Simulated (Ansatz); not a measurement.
## Single-point calculation of Al

Al (slab, 12 atoms in the cell), computed with DFT PBE, scalar-relativistic, plane waves, PAW, no spin polarisation (Ansatz 0.2.0).

The structure derives from an entry of the Crystallography Open Database. Figures and captions count atoms from 1; the log counts them from 0 in places.

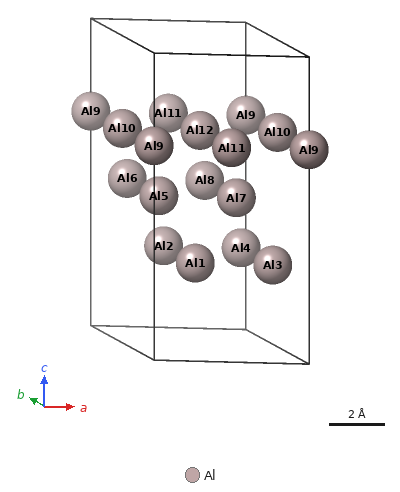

Figure 1. The structure (spheres-only view of the cell of the calculation, with the vacuum cut short, seen slightly off an axis; atoms are numbered from 1 in the order of the input).

Input file
```yaml
crystal:
  lattice:
    - [5.7143028096, 0.0, 0.0]
    - [-2.8571514048, 4.948731398, 0.0]
    - [0.0, 0.0, 20.1016424675]
  atoms:
    - { symbol: Al, position: [0.3333333333, 0.1666666667, 0.1989887148] }
    - { symbol: Al, position: [0.3333333333, 0.6666666667, 0.1989887148] }
    - { symbol: Al, position: [0.8333333333, 0.1666666667, 0.1989887148] }
    - { symbol: Al, position: [0.8333333333, 0.6666666667, 0.1989887148] }
    - { symbol: Al, position: [0.1666666667, 0.3333333333, 0.3134533098] }
    - { symbol: Al, position: [0.1666666667, 0.8333333333, 0.3134533098] }
    - { symbol: Al, position: [0.6666666667, 0.3333333333, 0.3134533098] }
    - { symbol: Al, position: [0.6666666667, 0.8333333333, 0.3134533098] }
    - { symbol: Al, position: [0.0, 0.0, 0.4279074449] }
    - { symbol: Al, position: [0.0, 0.5, 0.4279074449] }
    - { symbol: Al, position: [0.5, 0.0, 0.4279074449] }
    - { symbol: Al, position: [0.5, 0.5, 0.4279074449] }
basis:
  ecutwfc: 420
kpoints:
  mp_grid: { grid: [6, 6, 1] }
hamiltonian:
  xc: pbe
scf:
  occupations: { method: gaussian, width: 0.1 }
output:
  forces: true
  eigenvalues: true
efield:
  axis: 3
  dipole_correction: true
  ramp_width: 0.04
```

Run on 1 thread of AMD EPYC (Zen 5), 64 GiB of memory available, shared host.

Run as:
```bash
ansatz run input.yaml --threads 1 --pin off --max-ram 3072MiB --backend cpu --events-out ev --progress --plain --runs-dir out
```

What the program printed
```
Engine: ansatz 0.2.0, x86_64-unknown-linux-gnu
Pseudopotentials: kind: paw
Pseudopotential: Al, paw, valence charge 3, recommended cutoff 420 eV (normal), Al.paw.azcp
Functional definition: PBE
  parameter kappa = 0.804
  parameter beta = 0.06672455060314922
  exchange = pbe_x(kappa = kappa, mu = beta*pi^2/3)
  correlation = pbe_c(beta = beta)
Crystal: 12 atoms, lattice volume = 568.445 Å³
Basis set: ecut = 420 eV, 11155 PW (Γ), exchange–correlation on 80×80×270 points (8 copies of the dense FFT grid, shifted against one another)
Bands: 30, of which v1, the nominal top of the filled ones, is band 18 counted from 1 (17 counted from 0)
Symmetry: 24 space group operations
Space group: P3m1 (ITA 156), of the structure as read, at distance tolerance 8.3e-5 Å
k-points: 7 of 36 (time reversal used)
Non-local potential: Al, projectors of the file, l = 0: 2, l = 1: 2, l = 2: 1
PAW form: soft (Blöchl's): semilocal exchange-correlation on the pseudo side does not see the compensation charge
PAW one-centre angular grid: Al, 110 points (default); XC on 64 Gauss nodes
Initial density: superposition of atomic densities (neutral atoms: chi_scale 0, normalization atom), corrected by the library's trained network
Initial wavefunctions: pseudopotential atomic-orbital guess
Functional: x = pbe(κ = 0.804, μ = 0.2195149727645171), c = pbe(β = 0.06672455060314922)
SCF iter   1: F=—  HF=-6447.230531 eV  |F-HF|=—  |Δ(HF+E_count)|=         —  Δρ=1.93e-3  dr2=2.44e-1  ethr=1.77e-3  p=-0.000 e·Å  D=-4.91e-6 V/Å  ΔV_dip=0.00 eV  dr2_dipole=5.02e-7  V_vac-E_F(+/−)=4.03/4.03 eV  ⟨swp⟩=11.0  Hψ=1354  notcnv=0
efield: sawtooth ramp at fractional position 0.7934 (placed from the atoms, in the widest stretch of the axis that holds none; the zero of the levels goes with the place), width 0.0400; the density the first Hamiltonian is built on has a dipole p = -0.000 e·Å; the dipole correction subtracts the counter field D = -4.91e-6 V/Å, which shifts the + side's vacuum level by +0.00 eV against the − side's; the planar-averaged density in the ramp window peaks in size at 8.8e-6 e/Å³
preconditioner: auto → LDOS  [metal: Δε(μ)=0.085 eV  Ē_g=6.139 eV  σ=0.100 eV  W_gap=0.43  n_scr=52 (ndim 8)  ℏωp=9.3 eV  f_vac=0.517  D(μ)=5.44/eV (n_scr^D=26)  β→1.0]
SCF iter   2: F=—  HF=-6447.202546 eV  |F-HF|=—  |Δ(HF+E_count)|=   2.80e-2  Δρ=8.39e-4  dr2=1.15e-2  ethr=6.78e-4  p=-0.000 e·Å  D=-1.16e-4 V/Å  ΔV_dip=0.00 eV  dr2_dipole=7.76e-7  V_vac-E_F(+/−)=3.88/3.88 eV  ⟨swp⟩=2.6  Hψ=324  notcnv=0  defer=22
SCF iter   3: F=—  HF=-6447.202324 eV  |F-HF|=—  |Δ(HF+E_count)|=   2.21e-4  Δρ=2.18e-4  dr2=2.12e-3  ethr=3.20e-5  p=-0.000 e·Å  D=-2.32e-5 V/Å  ΔV_dip=0.00 eV  dr2_dipole=9.39e-8  V_vac-E_F(+/−)=3.93/3.93 eV  ⟨swp⟩=2.0  Hψ=299  notcnv=0  defer=22
SCF iter   4: F=—  HF=-6447.202148 eV  |F-HF|=—  |Δ(HF+E_count)|=   1.76e-4  Δρ=4.78e-5  dr2=7.59e-5  ethr=5.90e-6  p=-0.000 e·Å  D=-7.21e-6 V/Å  ΔV_dip=0.00 eV  dr2_dipole=2.80e-13  V_vac-E_F(+/−)=3.92/3.92 eV  ⟨swp⟩=2.4  Hψ=278  notcnv=0  defer=22
SCF iter   5: F=—  HF=-6447.202209 eV  |F-HF|=—  |Δ(HF+E_count)|=   6.08e-5  Δρ=1.24e-5  dr2=9.10e-6  ethr=2.11e-7  p=-0.000 e·Å  D=-3.75e-6 V/Å  ΔV_dip=0.00 eV  dr2_dipole=5.21e-8  V_vac-E_F(+/−)=3.92/3.92 eV  ⟨swp⟩=2.0  Hψ=306  notcnv=0  defer=16
SCF iter   6: F=-6447.202209 eV  HF=-6447.202209 eV  |F-HF|=3.68e-9  |Δ(HF+E_count)|=   2.88e-7  Δρ=1.41e-6  dr2=5.40e-8  ethr=2.78e-10  p=-0.000 e·Å  D=-3.23e-6 V/Å  ΔV_dip=0.00 eV  dr2_dipole=1.57e-9  V_vac-E_F(+/−)=3.91/3.91 eV  ⟨swp⟩=17.0  Hψ=1448  notcnv=0
SCF 1 converged in 6 iterations: F = -6447.202209 eV  dr2 = 5.40e-8
  greatest PAW one-centre occupation: 0.463 electrons in one spin orbital (limit 2), on the Al atom at site 11 (counted from 0), in its partial waves of l = 0
SCF converged after 6 iterations
Free energy (F): -6447.202209 eV
Harris-Foulkes:  -6447.202209 eV  (|F-HF|=3.68e-9)
Internal energy: -6447.171056 eV  (E = F + TS)
E sigma→0 (E₀):  -6447.186633 eV
Entropy (-TS):   -0.031153 eV (-2.596 meV/atom)
Fermi energy:    0.254082 eV
Dipole field:    D = -0.000035 V/Å  (p = -0.000109 e·Å, saw-weighted, corrected)
Work function:   Φ+ = 3.9149 eV   Φ− = 3.9142 eV
Levels:          The Fermi level and band energies are counted from a zero that moves with the ramp; work functions are not
--- Per-component energies (eV) ---
  E_band       = -138.050796
  E_kinetic    = 260.701666
  E_local      = -5937.819616  (includes V_loc(G=0)·N_el)
  E_nonlocal   = 125.942569
  E_hartree    = 2897.030867
  E_xc         = -469.179569
  E_vxc        = -337.131898  (∫ρ·V_xc dr)
  E_paw        = -5607.805118  (= ΣΔE_a)
  E_vpaw       = -43.796508  (= ΣTr[D̂ρ^β])
  E_aug_tail   = -0.000026  (compensation charges beyond the density's cutoff)
  E_efield     = 0.000000  (sawtooth field / dipole correction)
  E_vefield    = 0.000000  (∫n·V_field dr)
  E_ewald      = 2283.958171
  E_smearing   = -0.031153  (= −TS)
  E_closure    = -0.000000  (closes the sum)
  Σ components = -6447.202209   (vs F -6447.202209, Δ=0.00e0)
--- Forces (eV/Å), atoms counted from 1 ---
  atom   1  Al     0.00000000    -0.00000000     0.00366576
  atom   2  Al     0.00000000    -0.00000000     0.00366576
  atom   3  Al    -0.00000000    -0.00000000     0.00366576
  atom   4  Al    -0.00000000    -0.00000000     0.00366576
  atom   5  Al    -0.00000000    -0.00000000    -0.00053308
  atom   6  Al    -0.00000000    -0.00000000    -0.00053308
  atom   7  Al    -0.00000000    -0.00000000    -0.00053308
  atom   8  Al     0.00000000    -0.00000000    -0.00053308
  atom   9  Al    -0.00000000     0.00000000    -0.00313920
  atom  10  Al    -0.00000000     0.00000000    -0.00313920
  atom  11  Al     0.00000000     0.00000000    -0.00313920
  atom  12  Al    -0.00000000     0.00000000    -0.00313920
  max |Σ_I F_I| component: 2.61e-5 eV/Å
--- Band table (eV; the first three rows and the last of 7) ---
  k-point 0: bands = ["-10.3107", "-8.6040", "-5.9048", "-4.4381", "-4.4381", "-4.4381", "-4.4063", "-4.4063", "-4.4063", "-3.0271", "-3.0271", "-3.0271", "-2.7992", "-2.4818", "-2.4818", "-2.4818", "-0.1324", "-0.1324", "-0.1324", "0.1033", "0.1033", "0.1033", "0.7565", "2.8504", "2.8504", "2.8504", "2.8984", "2.8984", "2.8984", "3.2178"]
  k-point 1: bands = ["-10.1435", "-8.4381", "-6.1910", "-5.7393", "-5.2219", "-5.2219", "-4.5263", "-3.5847", "-3.5847", "-3.3202", "-3.3202", "-2.6418", "-2.4797", "-1.7295", "-1.6630", "-1.6630", "-0.7394", "-0.7394", "-0.5839", "0.9134", "1.0397", "1.0397", "1.1381", "2.0296", "2.1151", "2.1151", "3.3794", "3.8810", "3.8810", "4.1314"]
  k-point 2: bands = ["-9.6431", "-7.9416", "-7.6596", "-5.9753", "-5.7050", "-5.7050", "-5.2447", "-4.0470", "-4.0470", "-3.3062", "-2.1700", "-2.0144", "-2.0144", "-1.2671", "-1.2671", "-0.3883", "-0.1291", "-0.1291", "0.1626", "1.3750", "1.4488", "1.4488", "1.6922", "1.9429", "1.9429", "2.6191", "2.6191", "3.3989", "3.6919", "3.6919"]
  k-point 6: bands = ["-8.3175", "-8.3175", "-8.3175", "-6.6270", "-6.6270", "-6.6270", "-3.9420", "-3.9420", "-3.9420", "-2.5458", "-2.5457", "-2.4779", "-1.4022", "-0.9207", "-0.9207", "-0.9207", "-0.6123", "-0.6122", "1.8921", "1.8922", "2.2817", "2.3473", "2.3473", "2.3473", "3.0662", "3.0662", "3.0662", "3.5908", "3.5908", "3.5908"]
```

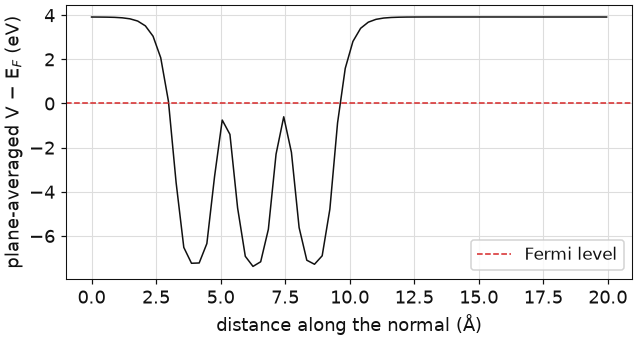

Figure 2. Plane average of the electrostatic potential energy of an electron across the cell, from the Fermi level. The vacuum level lies 3.91 eV above the Fermi level.

Results in brief

```csv
quantity,value
outcome,converged
electrons treated,36
free energy,−6447.2022 eV
"work function, top face",3.91 eV
"work function, bottom face",3.91 eV
Fermi energy,0.254 eV
gap on the k-point mesh,none (metallic)
work function (upper face),3.91 eV
largest force (length of the vector),0.004 eV/Å
wall time,2.7 s
peak memory,0.59 GiB
```
